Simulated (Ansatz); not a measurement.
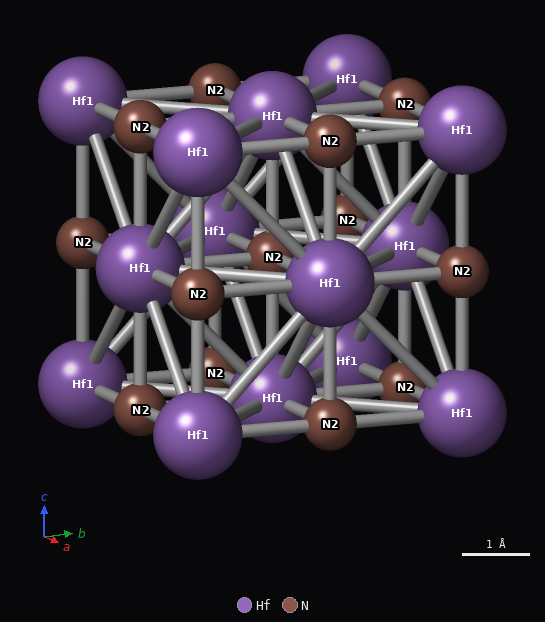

**Figure 1.** The input geometry (ball-and-stick view of the cell 4 times as large as that of the calculation, set on its symmetry axes, seen slightly off an axis; atoms are numbered from 1 in the order of the input). Near neighbours in the crystal (not all of them lie inside the picture): Hf has 12 Hf at 3.08 Å and 6 N at 2.18 Å; N has 6 Hf at 2.18 Å.

**Phonon calculation of HfN**

System: HfN (Fm-3m, 2 atoms in the cell).
Method: DFT PBEsol, scalar-relativistic, plane waves, PAW, no spin polarisation (Ansatz 0.2.0).

The structure derives from an entry of the Crystallography Open Database. It belongs to a series of runs on one base structure; here: zone-centre phonons at 35 GPa. Figures and captions count atoms from 1; the log counts them from 0 in places.

The input:
```yaml
crystal:
  lattice:
    - [0.0, 2.1774440458, 2.1774440458]
    - [2.1774440458, 0.0, 2.1774440458]
    - [2.1774440458, 2.1774440458, 0.0]
  atoms:
    - { symbol: Hf, position: [0.0, 0.0, 0.0] }
    - { symbol: "N", position: [0.5, 0.5, 0.5] }
basis:
  ecutwfc: 420
kpoints:
  mp_grid: { grid: [16, 16, 16] }
hamiltonian:
  xc: pbesol
scf:
  occupations: { method: fermi_dirac, width: 0.15 }
output:
  eigenvalues: true
phonons:
  method: dfpt
  eigenvectors: true
```

Run on 1 thread of AMD EPYC (Zen 5), 64 GiB of memory available, shared host.

Run as:
```bash
ansatz run input.yaml --threads 1 --pin off --max-ram 3072MiB --backend cpu --events-out ev --progress --plain --runs-dir out
```

Log:
```
Engine: ansatz 0.2.0, x86_64-unknown-linux-gnu
Pseudopotentials: kind: paw
Pseudopotential: Hf, paw, valence charge 26, recommended cutoff 420 eV (normal), Hf.paw.azcp
Pseudopotential: N, paw, valence charge 5, recommended cutoff 420 eV (normal), N.paw.azcp
Functional definition: PBEsol
  exchange = pbesol_x
  correlation = pbesol_c
Crystal: 2 atoms, lattice volume = 20.648 Å³
Basis set: ecut = 420 eV, 411 PW (Γ), exchange–correlation on 48×48×48 points (8 copies of the dense FFT grid, shifted against one another)
Bands: 20, of which v1, the nominal top of the filled ones, is band 16 counted from 1 (15 counted from 0)
Symmetry: 48 space group operations
k-points: 349 of 4096 (irreducible under 8 space group operations, time reversal used)
Non-local potential: Hf, projectors of the file, l = 0: 3, l = 1: 2, l = 2: 2, l = 3: 3
Non-local potential: N, projectors of the file, l = 0: 2, l = 1: 2, l = 2: 1
PAW form: soft (Blöchl's): semilocal exchange-correlation on the pseudo side does not see the compensation charge
PAW frozen core: Hf, regenerated for the run's functional, and the local potential with it (the file was generated under x = pbe(κ = 0.804, μ = 0.2195149727645171), c = pbe(β = 0.06672455060314922))
PAW frozen core: N, regenerated for the run's functional, and the local potential with it (the file was generated under x = pbe(κ = 0.804, μ = 0.2195149727645171), c = pbe(β = 0.06672455060314922))
PAW one-centre angular grid: Hf, 590 points (default); XC on 64 Gauss nodes
PAW one-centre angular grid: N, 110 points (default); XC on 64 Gauss nodes
Initial density: superposition of atomic densities (neutral atoms: chi_scale 0, normalization atom), corrected by the library's trained network
Initial wavefunctions: pseudopotential atomic-orbital guess
Functional: x = pbesol(κ = 0.804, μ = 0.12345679012345678), c = pbesol(β = 0.046)
SCF iter   1: F=—  HF=-15980.061810 eV  |F-HF|=—  |Δ(HF+E_count)|=         —  Δρ=1.27e-2  dr2=3.09e-2  ethr=1.77e-3  ⟨swp⟩=4.9  Hψ=30005  notcnv=0
preconditioner: auto → Kerker (q_TF=auto, 2.919 Å⁻¹)  [metal: Δε(μ)=0.003 eV  Ē_g=19.523 eV  σ=0.150 eV  W_gap=0.00  n_scr=14 (ndim 8)  ℏωp=44.0 eV  f_vac=0.000  D(μ)=0.52/eV (n_scr^D=0)]
SCF iter   2: F=—  HF=-15980.054277 eV  |F-HF|=—  |Δ(HF+E_count)|=   7.53e-3  Δρ=3.39e-3  dr2=2.08e-3  ethr=9.98e-5  ⟨swp⟩=1.3  Hψ=9907  notcnv=0
SCF iter   3: F=—  HF=-15980.053962 eV  |F-HF|=—  |Δ(HF+E_count)|=   3.15e-4  Δρ=1.11e-3  dr2=1.37e-4  ethr=6.72e-6  ⟨swp⟩=2.0  Hψ=8516  notcnv=0
SCF iter   4: F=—  HF=-15980.053963 eV  |F-HF|=—  |Δ(HF+E_count)|=   1.33e-6  Δρ=1.87e-4  dr2=6.39e-6  ethr=4.41e-7  ⟨swp⟩=2.6  Hψ=12449  notcnv=0
SCF iter   5: F=—  HF=-15980.053953 eV  |F-HF|=—  |Δ(HF+E_count)|=   9.61e-6  Δρ=1.19e-4  dr2=2.37e-6  ethr=2.06e-8  ⟨swp⟩=2.0  Hψ=12408  notcnv=0
SCF iter   6: F=—  HF=-15980.053954 eV  |F-HF|=—  |Δ(HF+E_count)|=   7.50e-7  Δρ=4.02e-5  dr2=2.73e-7  ethr=7.64e-9  ⟨swp⟩=2.2  Hψ=12060  notcnv=0
SCF iter   7: F=—  HF=-15980.053954 eV  |F-HF|=—  |Δ(HF+E_count)|=   6.09e-9  Δρ=7.91e-6  dr2=8.92e-9  ethr=8.80e-10  ⟨swp⟩=2.0  Hψ=12302  notcnv=0
SCF iter   8: F=—  HF=-15980.053954 eV  |F-HF|=—  |Δ(HF+E_count)|=   3.33e-9  Δρ=1.59e-6  dr2=2.41e-10  ethr=2.88e-11  ⟨swp⟩=2.1  Hψ=10837  notcnv=0
SCF iter   9: F=—  HF=-15980.053954 eV  |F-HF|=—  |Δ(HF+E_count)|=  1.09e-11  Δρ=3.56e-7  dr2=1.44e-11  ethr=1.00e-12  ⟨swp⟩=2.0  Hψ=11188  notcnv=0
SCF iter  10: F=-15980.053954 eV  HF=-15980.053954 eV  |F-HF|=3.64e-12  |Δ(HF+E_count)|=  5.46e-12  Δρ=3.53e-8  dr2=1.52e-13  ethr=1.00e-12  ⟨swp⟩=5.4  Hψ=30694  notcnv=0
SCF 1 converged in 10 iterations: F = -15980.053954 eV  dr2 = 1.52e-13
  greatest PAW one-centre occupation: 0.998 electrons in one spin orbital (limit 2), on the Hf atom at site 0 (counted from 0), in its partial waves of l = 0
```

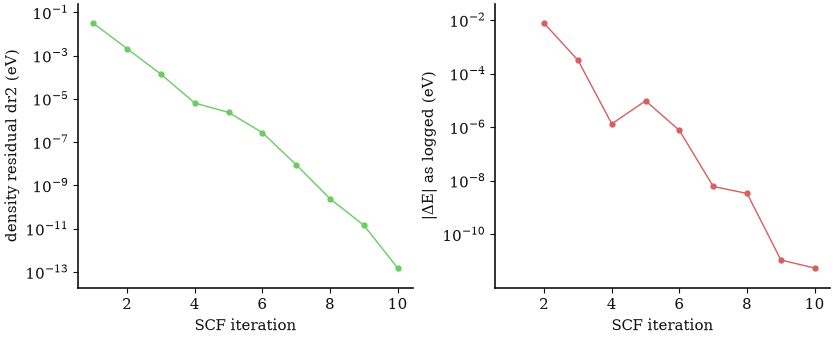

**Figure 2.** Convergence of the self-consistent field: density residual dr2 and size of the energy change against the SCF iteration. The residual falls at every step.

```
DFPT response loops at Γ: preconditioner auto → Kerker (q_TF=auto, 2.919 Å⁻¹) (partly filled bands, converged f_vac=0.000); β = 1.00, the filter's whole step (`scf.mixing.beta` (0.50) is not read by the response loops under this deck's `scf.mixing.preconditioner`; to damp them name `kerker` or `kerker_dos`, under which they read `scf.mixing.beta`, and type it under 1.00, their step now; both keys bind the ground state too); Broyden in place of MSR1
SCF converged after 10 iterations
Free energy (F): -15980.053954 eV
Harris-Foulkes:  -15980.053954 eV  (|F-HF|=3.64e-12)
Internal energy: -15980.015559 eV  (E = F + TS)
E sigma→0 (E₀):  -15980.034757 eV
Entropy (-TS):   -0.038395 eV (-19.198 meV/atom)
Fermi energy:    26.516622 eV
--- Per-component energies (eV) ---
  E_band       = 269.766825
  E_kinetic    = 566.255538
  E_local      = -4407.689478  (includes V_loc(G=0)·N_el)
  E_nonlocal   = -1191.156300
  E_hartree    = 2127.123337
  E_xc         = -361.828225
  E_vxc        = -348.200186  (∫ρ·V_xc dr)
  E_paw        = -6931.973781  (= ΣΔE_a)
  E_vpaw       = 1396.310477  (= ΣTr[D̂ρ^β])
  E_aug_tail   = 0.000092  (compensation charges beyond the density's cutoff)
  E_ewald      = -5782.025934
  E_core_change = 1.279190  (= ΣΔE_core)
  E_smearing   = -0.038395  (= −TS)
  E_closure    = -0.000000  (closes the sum)
  Σ components = -15980.053954   (vs F -15980.053954, Δ=0.00e0)
--- Band table (eV; the first three rows and the last of 349) ---
  k-point 0: bands = ["-35.8402", "-4.1795", "-4.1795", "-4.1795", "8.4095", "14.2379", "14.2379", "14.2379", "14.2989", "14.4429", "14.4429", "14.4429", "23.5433", "23.5433", "23.5433", "26.0251", "26.0251", "26.0251", "28.6866", "28.6866"]
  k-point 1: bands = ["-35.8363", "-4.2427", "-4.1841", "-4.1841", "8.5246", "14.2379", "14.2428", "14.2428", "14.3017", "14.4388", "14.4388", "14.4431", "23.0989", "23.2468", "23.2468", "26.1854", "26.1861", "26.1861", "29.0536", "29.0536"]
  k-point 2: bands = ["-35.8250", "-4.4180", "-4.1972", "-4.1972", "8.8520", "14.2393", "14.2568", "14.2568", "14.3098", "14.4273", "14.4273", "14.4435", "22.1143", "22.5788", "22.5788", "26.4637", "26.5989", "26.5989", "29.9918", "29.9918"]
  k-point 348: bands = ["-35.7012", "-5.0059", "-5.0059", "-4.7033", "10.3050", "14.3117", "14.3413", "14.3413", "14.3759", "14.3759", "14.4137", "14.4577", "19.9453", "20.8998", "20.8998", "27.7906", "27.7906", "32.9307", "33.2047", "33.7073"]
--- Phonons (Γ-DFPT): 2 representative perturbations + reference, on 349 of 4096 k-points (Σ response iterations 7) ---
  k mesh reduced under 8 symmetry operations, with k and −k counted as one. Each operation leaves every solved perturbation unchanged. A smaller set is not used because it would not reduce the number of displacements times k-points to solve
  ASR residual: 4.424e-4 → 0.000e0 eV/Å²; symmetrization residual: 6.036e-7 eV/Å²
  ASR residual per site (eV/Å²): 4.42e-4 1.44e-4
  Γ frequencies (cm⁻¹): 0.00 0.00 0.00 599.46 599.46 599.46
  non-analytic LO–TO correction: not included (Born effective charges unavailable; polar crystals: no LO–TO splitting at Γ)
```

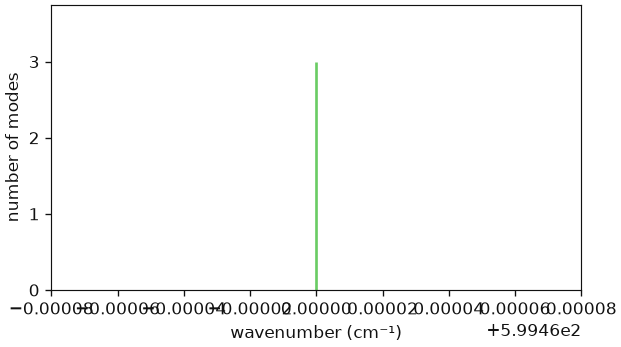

**Figure 3.** Optical phonons at the zone centre (no LO–TO term); neighbouring modes closer than 3 cm⁻¹ are counted in one stick. 3 modes from 599 to 599 cm⁻¹, none imaginary.

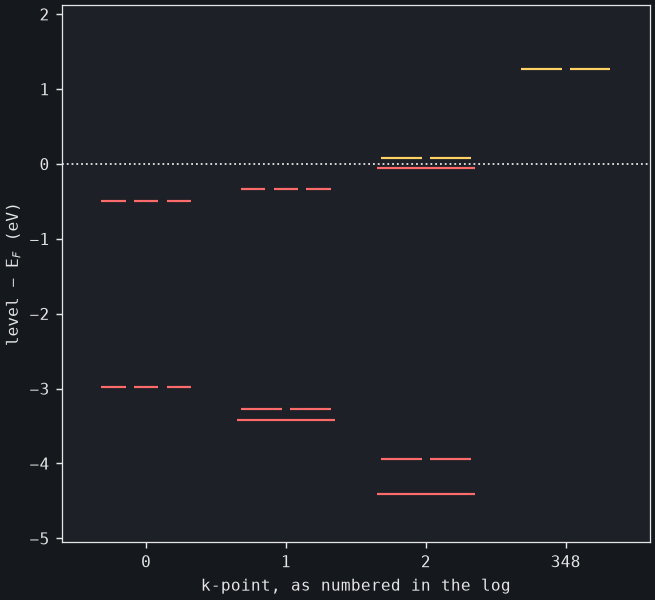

**Figure 4.** Kohn–Sham levels near the Fermi level (dotted) at the few k-points that the log prints; levels within 0.02 eV of each other stand side by side. The system is metallic on the full mesh.

Summary:

| quantity | value |
| --- | --- |
| outcome | converged |
| space group (tolerance 0.01 Å) | Fm-3m (225) |
| electrons treated | 31 |
| free energy | −15980.0540 eV |
| Fermi energy | 26.517 eV |
| gap on the k-point mesh | none (metallic) |
| wall time | 16 s |
| peak memory | 0.81 GiB |

Remarks:

Results for this metal are sensitive to the k-point mesh. Spin–orbit coupling is left out, which matters for Hf. The cell holds an odd number of electrons but the run has no spin polarisation, so it comes out as a metal.
